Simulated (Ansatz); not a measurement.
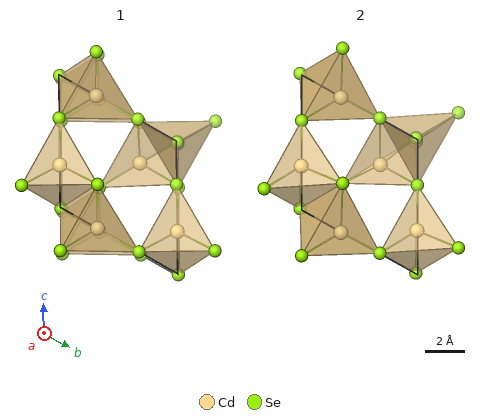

Two geometries of solid CdSe (a generated structure, set up in P1) (coarse preliminary run), drawn at one scale. One is the start of a relaxation, the other its converged end. Style: polyhedral. Shown: the cell of the calculation, along the a axis.

Method: DFT PBE, scalar-relativistic, plane waves, PAW (Ansatz 0.2.0). Set-up: plane-wave cutoff 420 eV; k-point mesh 2 × 2 × 2; occupations gaussian; smearing width 0.1 eV; no spin polarisation; cell and atoms relaxed; force threshold 0.025 eV/Å; at most 60 steps.

> Which geometry has the lower energy?

Structure 1 is the relaxed one. The energy falls by 1.165 eV per cell of the calculation in 4 accepted moves (5 points after the start). The largest force component goes from 2.3 to 0.0071 eV/Å. Pressure: 0.76 GPa at the start and 0.00 GPa at the end. The SCF was repeated once at an unchanged geometry on a basis and grid sized afresh for the cell, which shifted the energy by 0.8 meV per cell of the calculation at most. The atom that moves furthest relative to the cell is a Se atom (0.24 Å along [−2 −2 −3]). By element the largest moves are Se 0.24 Å, Cd 0.17 Å. The volume changes by −1.6 %, with a 7.377 → 7.321 Å (−0.8 %), b 7.163 → 7.323 Å (+2.2 %), c 7.501 → 7.322 Å (−2.4 %), α 108.7° → 109.6°, β 111.7° → 109.5°, γ 107.4° → 109.3°. Near-neighbour distances that change, for instance: Cd–Se 2.304 → 2.593 Å, Cd–Se 3.007 → 2.734 Å, Cd–Se 2.984 → 2.730 Å, Cd–Se 2.355 → 2.593 Å. Among the angles between lasting bonds that change: Cd–Se–Cd 98.9° → 88.2°, Cd–Se–Cd 78.8° → 88.1°, Se–Cd–Se 100.0° → 91.7°. The space group stays P1 (No. 1). The run took 73 s on 1 thread of Arm Neoverse V2 (shared host), peak memory 0.6 GiB.
